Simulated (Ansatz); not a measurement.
# Geometry relaxation, with input and output: Al$_{18}$H$_{2}$O (part 4 of 4)

Continued. System: Al$_{18}$H$_{2}$O (slab, 42 atoms in the cell). Method: DFT PBE+D3(BJ), scalar-relativistic, plane waves, PAW, no spin polarisation (Ansatz 0.2.0); cutoff 420 eV, 3×3×1 k-mesh, Gaussian smearing of 0.1 eV. The structure derives from an entry of the Crystallography Open Database. The input holds or restrains some coordinates. Forces given for the steps count only the free coordinates. It belongs to a series of runs on one base structure; here: 2 H2O a cell, tilted, over a top Al site.

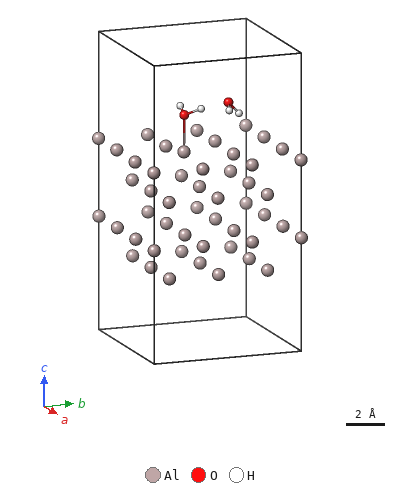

Figure 1. The geometry at step 31 of the log (ball-and-stick view of the cell of the calculation, with the vacuum cut short, seen slightly off an axis).

### Trajectory as extended XYZ, continued
```
42
Lattice="8.4486 0.0000 0.0000 0.0000 8.4486 0.0000 0.0000 0.0000 25.4237" Properties=species:S:1:pos:R:3:forces:R:3 step=25 energy=-20550.04673
Al    1.4081    1.4081    8.0000   -0.0028   0.0033  -0.4207
Al    1.4081    4.2243    8.0000   -0.0035  -0.0048  -0.4299
Al    1.4081    7.0405    8.0000   -0.0039  -0.0179  -0.4225
Al    4.2243    1.4081    8.0000   -0.0173  -0.0139  -0.4458
Al    4.2243    4.2243    8.0000   -0.0193   0.0006  -0.4286
Al    4.2243    7.0405    8.0000   -0.0027   0.0009  -0.4342
Al    7.0405    1.4081    8.0000    0.0120  -0.0179  -0.4436
Al    7.0405    4.2243    8.0000    0.0122   0.0054  -0.4332
Al    7.0405    7.0405    8.0000   -0.0040  -0.0037  -0.4394
Al    2.8162    2.8162    9.9914   -0.0081   0.0143   0.4252
Al    2.8162    5.6324    9.9914    0.0342  -0.0007   0.4669
Al    2.8162    0.0000    9.9914   -0.0012   0.0419   0.4266
Al    5.6324    2.8162    9.9914    0.0081   0.0233   0.4550
Al    5.6324    5.6324    9.9914    0.0085   0.0138   0.4230
Al    5.6324    0.0000    9.9914    0.0102   0.0016   0.4098
Al    0.0000    2.8162    9.9914    0.0263   0.0103   0.4244
Al    0.0000    5.6324    9.9914   -0.0128  -0.0084   0.4771
Al    0.0000    0.0000    9.9914    0.0203   0.0521   0.4419
Al    4.2814    4.2778   12.2296   -0.0014  -0.0018  -0.0047
Al    4.2523    7.1201   12.1758   -0.0057   0.0050  -0.0046
Al    4.2743    1.4904   12.2085    0.0011   0.0014   0.0046
Al    7.0712    4.2840   12.2269   -0.0026   0.0007  -0.0028
Al    7.0794    7.1299   12.1763   -0.0003   0.0032  -0.0026
Al    7.0724    1.5024   12.2241   -0.0066  -0.0011  -0.0014
Al    1.4547    4.2854   12.1967    0.0005   0.0004  -0.0040
Al    1.4475    7.1106   12.1948   -0.0030  -0.0031  -0.0009
Al    1.4458    1.4710   12.1960    0.0010  -0.0034  -0.0034
Al    5.6612    5.8077   14.1855   -0.0047  -0.0224  -0.0074
Al    5.6684    0.1683   14.2881    0.0040  -0.0180  -0.0102
Al    5.7338    2.9812   14.6352   -0.0125  -0.0069  -0.0351
Al    0.0412    5.7053   14.2656    0.0066   0.0036  -0.0120
Al    0.0409    0.0678   14.3022   -0.0022   0.0047  -0.0051
Al    0.0733    2.8865   14.2731   -0.0049   0.0031  -0.0055
Al    2.8572    5.6942   14.3049   -0.0010  -0.0001  -0.0045
Al    2.8526    0.0565   14.2936    0.0024   0.0037  -0.0028
Al    2.9010    2.8729   14.2696   -0.0133   0.0058  -0.0025
O    -1.6097   -2.9624   17.4500    0.1128  -0.1514   0.2275
H    -0.6408   -3.0676   17.4941   -0.0838   0.0095  -0.0244
H    -1.7367   -2.3888   16.6632   -0.0131   0.1160  -0.1618
O     5.7107    3.2393   16.6437   -0.0035  -0.0720   0.0105
H     6.1673    4.0878   16.9725    0.0691   0.0689   0.0027
H     4.7914    3.2879   16.9620   -0.0949  -0.0457  -0.0011
42
Lattice="8.4486 0.0000 0.0000 0.0000 8.4486 0.0000 0.0000 0.0000 25.4237" Properties=species:S:1:pos:R:3:forces:R:3 step=28 energy=-20550.07347
Al    1.4081    1.4081    8.0000   -0.0010  -0.0025  -0.4265
Al    1.4081    4.2243    8.0000   -0.0014  -0.0019  -0.4278
Al    1.4081    7.0405    8.0000    0.0026  -0.0107  -0.4203
Al    4.2243    1.4081    8.0000   -0.0184  -0.0149  -0.4470
Al    4.2243    4.2243    8.0000   -0.0175   0.0055  -0.4366
Al    4.2243    7.0405    8.0000   -0.0040  -0.0007  -0.4355
Al    7.0405    1.4081    8.0000    0.0155  -0.0176  -0.4518
Al    7.0405    4.2243    8.0000    0.0134   0.0095  -0.4402
Al    7.0405    7.0405    8.0000   -0.0026  -0.0048  -0.4341
Al    2.8162    2.8162    9.9914   -0.0150   0.0066   0.4252
Al    2.8162    5.6324    9.9914    0.0194  -0.0038   0.4562
Al    2.8162    0.0000    9.9914    0.0067   0.0357   0.4423
Al    5.6324    2.8162    9.9914   -0.0041   0.0114   0.4571
Al    5.6324    5.6324    9.9914    0.0013   0.0307   0.4227
Al    5.6324    0.0000    9.9914   -0.0009  -0.0099   0.4146
Al    0.0000    2.8162    9.9914    0.0302   0.0060   0.4169
Al    0.0000    5.6324    9.9914   -0.0143  -0.0048   0.4592
Al    0.0000    0.0000    9.9914    0.0030   0.0327   0.4406
Al    4.2464    4.2549   12.2208   -0.0025  -0.0039   0.0014
Al    4.2326    7.0928   12.1823   -0.0041  -0.0050  -0.0012
Al    4.2483    1.4686   12.2247   -0.0041  -0.0061  -0.0012
Al    7.0427    4.2606   12.2145   -0.0029  -0.0037   0.0018
Al    7.0557    7.0970   12.1799   -0.0007  -0.0042  -0.0012
Al    7.0432    1.4702   12.2169   -0.0014  -0.0052   0.0009
Al    1.4220    4.2741   12.1902   -0.0031  -0.0047   0.0023
Al    1.4240    7.0951   12.1950   -0.0021  -0.0059   0.0030
Al    1.4183    1.4561   12.1917   -0.0025  -0.0050   0.0014
Al    5.6406    5.7003   14.2110   -0.0044  -0.0015  -0.0057
Al    5.6516    0.0511   14.2660   -0.0026  -0.0034   0.0000
Al    5.6463    2.8548   14.5813   -0.0006   0.0023   0.0074
Al    0.0196    5.6994   14.2751    0.0011  -0.0011  -0.0131
Al    0.0188    0.0633   14.2995   -0.0027  -0.0036  -0.0020
Al    0.0006    2.8802   14.2675    0.0004  -0.0041  -0.0033
Al    2.8316    5.6852   14.3043   -0.0007  -0.0018  -0.0025
Al    2.8322    0.0498   14.2993   -0.0001  -0.0011  -0.0023
Al    2.8120    2.8697   14.2581    0.0029  -0.0030  -0.0011
O    -1.6078   -3.4075   17.5019    0.0507  -0.0280   0.0058
H    -0.6587   -3.6049   17.3859   -0.0475   0.0170  -0.0034
H    -1.7853   -2.7765   16.7656    0.0153  -0.0018  -0.0033
O     5.5800    2.9193   16.5992    0.0254   0.0031  -0.0067
H     6.0505    3.7345   16.9983   -0.0003   0.0056   0.0042
H     4.6538    2.9322   16.9039   -0.0262  -0.0010   0.0040
42
Lattice="8.4486 0.0000 0.0000 0.0000 8.4486 0.0000 0.0000 0.0000 25.4237" Properties=species:S:1:pos:R:3:forces:R:3 step=31 energy=-20550.07801
Al    1.4081    1.4081    8.0000    0.0029   0.0006  -0.4307
Al    1.4081    4.2243    8.0000    0.0020   0.0028  -0.4265
Al    1.4081    7.0405    8.0000    0.0076   0.0005  -0.4241
Al    4.2243    1.4081    8.0000   -0.0169  -0.0108  -0.4478
Al    4.2243    4.2243    8.0000   -0.0150   0.0116  -0.4388
Al    4.2243    7.0405    8.0000   -0.0032   0.0053  -0.4384
Al    7.0405    1.4081    8.0000    0.0179  -0.0122  -0.4523
Al    7.0405    4.2243    8.0000    0.0149   0.0148  -0.4436
Al    7.0405    7.0405    8.0000    0.0006   0.0009  -0.4351
Al    2.8162    2.8162    9.9914   -0.0221  -0.0044   0.4233
Al    2.8162    5.6324    9.9914    0.0075  -0.0241   0.4521
Al    2.8162    0.0000    9.9914    0.0076   0.0182   0.4447
Al    5.6324    2.8162    9.9914   -0.0127  -0.0046   0.4546
Al    5.6324    5.6324    9.9914   -0.0063   0.0174   0.4189
Al    5.6324    0.0000    9.9914   -0.0077  -0.0263   0.4086
Al    0.0000    2.8162    9.9914    0.0227  -0.0061   0.4161
Al    0.0000    5.6324    9.9914   -0.0172  -0.0195   0.4520
Al    0.0000    0.0000    9.9914   -0.0139   0.0129   0.4412
Al    4.2166    4.1898   12.2230    0.0068  -0.0069  -0.0103
Al    4.2038    7.0247   12.1843   -0.0034   0.0051  -0.0256
Al    4.2155    1.4005   12.2214    0.0042   0.0082  -0.0078
Al    7.0117    4.1960   12.2141   -0.0049  -0.0043  -0.0111
Al    7.0234    7.0314   12.1787    0.0042   0.0049  -0.0254
Al    7.0092    1.4030   12.2144   -0.0015   0.0053  -0.0101
Al    1.3936    4.2089   12.1877    0.0019   0.0018  -0.0230
Al    1.3944    7.0306   12.1918    0.0021   0.0010  -0.0236
Al    1.3862    1.3914   12.1910    0.0026   0.0005  -0.0213
Al    5.6113    5.6244   14.2206   -0.0016  -0.0154   0.0252
Al    5.6127   -0.0290   14.2568    0.0007   0.0123   0.0220
Al    5.6098    2.7741   14.5815    0.0034  -0.0001   0.0049
Al   -0.0106    5.6278   14.2555   -0.0006  -0.0029   0.0189
Al   -0.0199   -0.0123   14.2917   -0.0027   0.0040   0.0223
Al   -0.0317    2.8033   14.2556   -0.0137   0.0009   0.0247
Al    2.7983    5.6125   14.2967    0.0068  -0.0042   0.0258
Al    2.7935   -0.0245   14.2917    0.0059   0.0055   0.0228
Al    2.7762    2.7955   14.2520    0.0171   0.0000   0.0259
O    -1.3932   -3.6639   17.4767    0.1087  -0.0939  -0.0014
H    -0.4843   -3.9557   17.2578   -0.1368   0.0517   0.0191
H    -1.5710   -2.9954   16.7763    0.0159   0.0135  -0.0235
O     5.5418    2.8189   16.5990   -0.0187   0.0407   0.0085
H     6.1008    3.5751   17.0047   -0.0427  -0.0187  -0.0159
H     4.6158    2.9293   16.8907    0.0771   0.0143   0.0041
42
Lattice="8.4486 0.0000 0.0000 0.0000 8.4486 0.0000 0.0000 0.0000 25.4237" Properties=species:S:1:pos:R:3:forces:R:3 step=35 energy=-20550.08076
Al    1.4081    1.4081    8.0000    0.0016   0.0006  -0.4284
Al    1.4081    4.2243    8.0000    0.0012   0.0024  -0.4247
Al    1.4081    7.0405    8.0000    0.0056  -0.0019  -0.4209
Al    4.2243    1.4081    8.0000   -0.0182  -0.0123  -0.4474
Al    4.2243    4.2243    8.0000   -0.0174   0.0105  -0.4367
Al    4.2243    7.0405    8.0000   -0.0048   0.0056  -0.4360
Al    7.0405    1.4081    8.0000    0.0174  -0.0135  -0.4518
Al    7.0405    4.2243    8.0000    0.0149   0.0144  -0.4417
Al    7.0405    7.0405    8.0000    0.0006   0.0005  -0.4346
Al    2.8162    2.8162    9.9914   -0.0179  -0.0014   0.4275
Al    2.8162    5.6324    9.9914    0.0135  -0.0216   0.4554
Al    2.8162    0.0000    9.9914    0.0108   0.0208   0.4440
Al    5.6324    2.8162    9.9914   -0.0104  -0.0018   0.4578
Al    5.6324    5.6324    9.9914   -0.0051   0.0175   0.4223
Al    5.6324    0.0000    9.9914   -0.0071  -0.0228   0.4098
Al    0.0000    2.8162    9.9914    0.0254  -0.0039   0.4205
Al    0.0000    5.6324    9.9914   -0.0153  -0.0189   0.4550
Al    0.0000    0.0000    9.9914   -0.0081   0.0178   0.4424
Al    4.2307    4.2000   12.2269   -0.0009   0.0042   0.0023
Al    4.2156    7.0365   12.1829    0.0020  -0.0001   0.0069
Al    4.2281    1.4125   12.2228   -0.0002  -0.0015   0.0012
Al    7.0228    4.2061   12.2155    0.0025   0.0028   0.0030
Al    7.0358    7.0435   12.1759   -0.0004  -0.0004   0.0077
Al    7.0218    1.4145   12.2142    0.0017   0.0001   0.0017
Al    1.4075    4.2172   12.1872    0.0005   0.0012   0.0063
Al    1.4081    7.0403   12.1911    0.0003   0.0008   0.0058
Al    1.3991    1.4008   12.1912    0.0006   0.0015   0.0053
Al    5.6286    5.6438   14.2284    0.0040   0.0043  -0.0047
Al    5.6275   -0.0060   14.2650    0.0005  -0.0050  -0.0080
Al    5.6211    2.7949   14.5834   -0.0004   0.0018   0.0039
Al    0.0061    5.6379   14.2556    0.0001   0.0027  -0.0047
Al   -0.0054   -0.0017   14.2988    0.0015  -0.0002  -0.0064
Al   -0.0215    2.8129   14.2621    0.0052  -0.0003  -0.0089
Al    2.8174    5.6204   14.3070   -0.0016   0.0023  -0.0079
Al    2.8091   -0.0147   14.2995   -0.0012  -0.0009  -0.0066
Al    2.7916    2.8042   14.2617   -0.0052   0.0021  -0.0068
O    -1.2983   -3.6864   17.4745    0.0049   0.0203  -0.0277
H    -0.4041   -4.0215   17.2715   -0.0046  -0.0004   0.0033
H    -1.4292   -3.0108   16.7681    0.0008  -0.0263   0.0225
O     5.5579    2.8725   16.5981   -0.0240   0.0083   0.0114
H     6.1514    3.6058   16.9952    0.0022  -0.0041  -0.0004
H     4.6431    3.0311   16.8997    0.0250  -0.0051  -0.0118
42
Lattice="8.4486 0.0000 0.0000 0.0000 8.4486 0.0000 0.0000 0.0000 25.4237" Properties=species:S:1:pos:R:3:forces:R:3 step=38 energy=-20550.08127
Al    1.4081    1.4081    8.0000    0.0009   0.0004  -0.4288
Al    1.4081    4.2243    8.0000    0.0008   0.0020  -0.4249
Al    1.4081    7.0405    8.0000    0.0046  -0.0026  -0.4214
Al    4.2243    1.4081    8.0000   -0.0186  -0.0127  -0.4481
Al    4.2243    4.2243    8.0000   -0.0183   0.0101  -0.4366
Al    4.2243    7.0405    8.0000   -0.0057   0.0055  -0.4359
Al    7.0405    1.4081    8.0000    0.0169  -0.0136  -0.4525
Al    7.0405    4.2243    8.0000    0.0145   0.0143  -0.4414
Al    7.0405    7.0405    8.0000    0.0006   0.0000  -0.4351
Al    2.8162    2.8162    9.9914   -0.0160   0.0008   0.4278
Al    2.8162    5.6324    9.9914    0.0164  -0.0200   0.4559
Al    2.8162    0.0000    9.9914    0.0135   0.0196   0.4430
Al    5.6324    2.8162    9.9914   -0.0092  -0.0001   0.4577
Al    5.6324    5.6324    9.9914   -0.0044   0.0182   0.4234
Al    5.6324    0.0000    9.9914   -0.0066  -0.0226   0.4081
Al    0.0000    2.8162    9.9914    0.0267  -0.0025   0.4200
Al    0.0000    5.6324    9.9914   -0.0143  -0.0184   0.4556
Al    0.0000    0.0000    9.9914   -0.0062   0.0188   0.4420
Al    4.2381    4.2046   12.2289    0.0002   0.0014  -0.0015
Al    4.2225    7.0395   12.1841    0.0008   0.0007  -0.0007
Al    4.2342    1.4161   12.2221   -0.0001   0.0004  -0.0012
Al    7.0289    4.2100   12.2162    0.0008   0.0012  -0.0012
Al    7.0418    7.0465   12.1765    0.0002   0.0008  -0.0002
Al    7.0277    1.4179   12.2124    0.0006   0.0006  -0.0015
Al    1.4144    4.2214   12.1870    0.0001   0.0006  -0.0006
Al    1.4149    7.0445   12.1907    0.0002   0.0001  -0.0017
Al    1.4055    1.4049   12.1907    0.0006   0.0006  -0.0010
Al    5.6399    5.6501   14.2325    0.0012  -0.0013   0.0009
Al    5.6347   -0.0005   14.2624    0.0001  -0.0033  -0.0012
Al    5.6263    2.7989   14.5843   -0.0019   0.0016   0.0002
Al    0.0156    5.6430   14.2525    0.0000   0.0009   0.0020
Al    0.0019    0.0024   14.2964   -0.0001   0.0008   0.0001
Al   -0.0149    2.8159   14.2575    0.0014   0.0002  -0.0006
Al    2.8268    5.6251   14.3054   -0.0010   0.0011   0.0000
Al    2.8159   -0.0105   14.2971    0.0003   0.0004   0.0003
Al    2.7971    2.8089   14.2607   -0.0013   0.0014  -0.0001
O    -1.2248   -3.7414   17.4705    0.0185   0.0091  -0.0285
H    -0.3412   -4.1044   17.2673   -0.0196   0.0053   0.0067
H    -1.3366   -3.0659   16.7604   -0.0003  -0.0192   0.0193
O     5.5636    2.8777   16.5974   -0.0160   0.0323   0.0308
H     6.1877    3.5869   16.9949   -0.0119  -0.0206  -0.0103
H     4.6565    3.0759   16.8994    0.0315  -0.0123  -0.0188
```

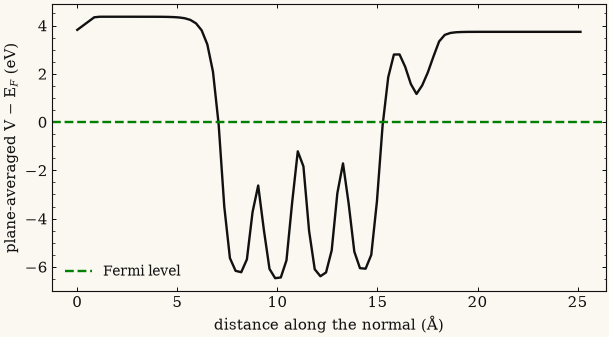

Figure 2. Plane average of the electrostatic potential energy of an electron across the cell, from the Fermi level. The vacuum level lies 3.74 eV above the Fermi level on the upper side and 4.36 eV on the lower.

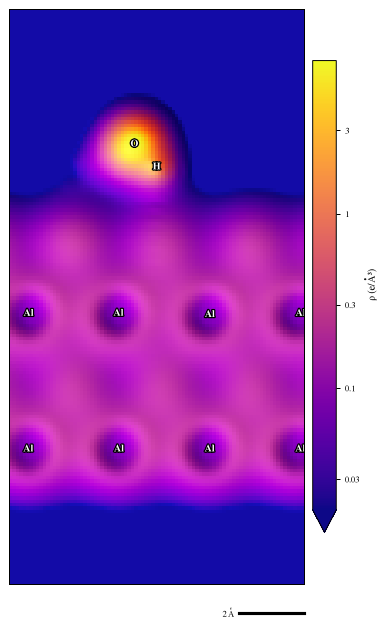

Figure 3. Valence pseudo-density on the (100) plane of the calculation cell, a cut from vacuum to vacuum. The section cuts through Al, O and H sites. O–H (0.99 Å): the density is about 3.7 e/Å³ at the midpoint. The density dies away to nearly zero in the vacuum. In a PAW calculation such maps are meaningful between the atoms, not at the nuclei.

This output came from the following input.

### Input
```yaml
crystal:
  lattice:
    - [8.4486369609, 0.0, 0.0]
    - [0.0, 8.4486369609, 0.0]
    - [0.0, 0.0, 25.4236884869]
  atoms:
    - { symbol: Al, position: [0.1666666667, 0.1666666667, 0.3146671658] }
    - { symbol: Al, position: [0.1666666667, 0.5, 0.3146671658] }
    - { symbol: Al, position: [0.1666666667, 0.8333333333, 0.3146671658] }
    - { symbol: Al, position: [0.5, 0.1666666667, 0.3146671658] }
    - { symbol: Al, position: [0.5, 0.5, 0.3146671658] }
    - { symbol: Al, position: [0.5, 0.8333333333, 0.3146671658] }
    - { symbol: Al, position: [0.8333333333, 0.1666666667, 0.3146671658] }
    - { symbol: Al, position: [0.8333333333, 0.5, 0.3146671658] }
    - { symbol: Al, position: [0.8333333333, 0.8333333333, 0.3146671658] }
    - { symbol: Al, position: [0.3333333333, 0.3333333333, 0.3929942279] }
    - { symbol: Al, position: [0.3333333333, 0.6666666667, 0.3929942279] }
    - { symbol: Al, position: [0.3333333333, 0.0, 0.3929942279] }
    - { symbol: Al, position: [0.6666666667, 0.3333333333, 0.3929942279] }
    - { symbol: Al, position: [0.6666666667, 0.6666666667, 0.3929942279] }
    - { symbol: Al, position: [0.6666666667, 0.0, 0.3929942279] }
    - { symbol: Al, position: [0.0, 0.3333333333, 0.3929942279] }
    - { symbol: Al, position: [0.0, 0.6666666667, 0.3929942279] }
    - { symbol: Al, position: [0.0, 0.0, 0.3929942279] }
    - { symbol: Al, position: [0.5, 0.5, 0.4800754109] }
    - { symbol: Al, position: [0.5, 0.8333333333, 0.4800754109] }
    - { symbol: Al, position: [0.5, 0.1666666667, 0.4800754109] }
    - { symbol: Al, position: [0.8333333333, 0.5, 0.4800754109] }
    - { symbol: Al, position: [0.8333333333, 0.8333333333, 0.4800754109] }
    - { symbol: Al, position: [0.8333333333, 0.1666666667, 0.4800754109] }
    - { symbol: Al, position: [0.1666666667, 0.5, 0.4800754109] }
    - { symbol: Al, position: [0.1666666667, 0.8333333333, 0.4800754109] }
    - { symbol: Al, position: [0.1666666667, 0.1666666667, 0.4800754109] }
    - { symbol: Al, position: [0.6666666667, 0.6666666667, 0.5627008918] }
    - { symbol: Al, position: [0.6666666667, 0.0, 0.5627008918] }
    - { symbol: Al, position: [0.6666666667, 0.3333333333, 0.5627008918] }
    - { symbol: Al, position: [0.0, 0.6666666667, 0.5627008918] }
    - { symbol: Al, position: [0.0, 0.0, 0.5627008918] }
    - { symbol: Al, position: [0.0, 0.3333333333, 0.5627008918] }
    - { symbol: Al, position: [0.3333333333, 0.6666666667, 0.5627008918] }
    - { symbol: Al, position: [0.3333333333, 0.0, 0.5627008918] }
    - { symbol: Al, position: [0.3333333333, 0.3333333333, 0.5627008918] }
    - { symbol: O, position: [0.0229718846, -0.0872133241, 0.6827621489] }
    - { symbol: H, position: [0.0616538136, -0.0334813818, 0.7149053998] }
    - { symbol: H, position: [0.0, 0.0, 0.6578877094] }
    - { symbol: O, position: [0.5762562544, 0.4518455085, 0.6560154398] }
    - { symbol: H, position: [0.5679336167, 0.5175276747, 0.6881586908] }
    - { symbol: H, position: [0.5, 0.5, 0.6311410003] }
basis:
  ecutwfc: 420
kpoints:
  mp_grid: { grid: [3, 3, 1] }
hamiltonian:
  xc: pbe
  dispersion: d3bj
scf:
  occupations: { method: gaussian, width: 0.1 }
output:
  forces: true
  eigenvalues: true
  write_density: true
  write_potential: true
  elf: true
  volumetric_format: npy
relax:
  adjacent_minimum: "off"
  f_tol: 0.04
  max_steps: 100
  constraints:
    - { sites: [0, 1, 2, 3, 4, 5, 6, 7, 8, 9, 10, 11, 12, 13, 14, 15, 16, 17] }
efield:
  axis: 3
  dipole_correction: true
  ramp_width: 0.04
```

Run as:
```bash
ansatz run input.yaml --threads 4 --pin off --max-ram 10240MiB --backend cpu --events-out ev --progress --plain --runs-dir out
```

### Key numbers

```json
{"quantity": "outcome", "value": "converged under the restraints of the input"}
{"quantity": "electrons treated", "value": "124"}
{"quantity": "free energy", "value": "−20550.0813 eV"}
{"quantity": "work function, top face", "value": "3.74 eV"}
{"quantity": "work function, bottom face", "value": "4.36 eV"}
{"quantity": "Fermi energy", "value": "0.139 eV"}
{"quantity": "gap on the k-point mesh", "value": "none (metallic)"}
{"quantity": "final volume", "value": "1814.73 Å³"}
{"quantity": "work function (upper face)", "value": "3.74 eV"}
{"quantity": "largest force (length of the vector) at the end, held atoms and coordinates included", "value": "0.458 eV/Å"}
{"quantity": "hardware", "value": "4 threads of Intel Xeon (Granite Rapids), 192 GiB of memory available, shared host"}
{"quantity": "wall time", "value": "12 min (CPU time 46 min)"}
{"quantity": "peak memory", "value": "3.9 GiB"}
```

Warnings of the run: the exchange-correlation potential is rough where the density is thin.
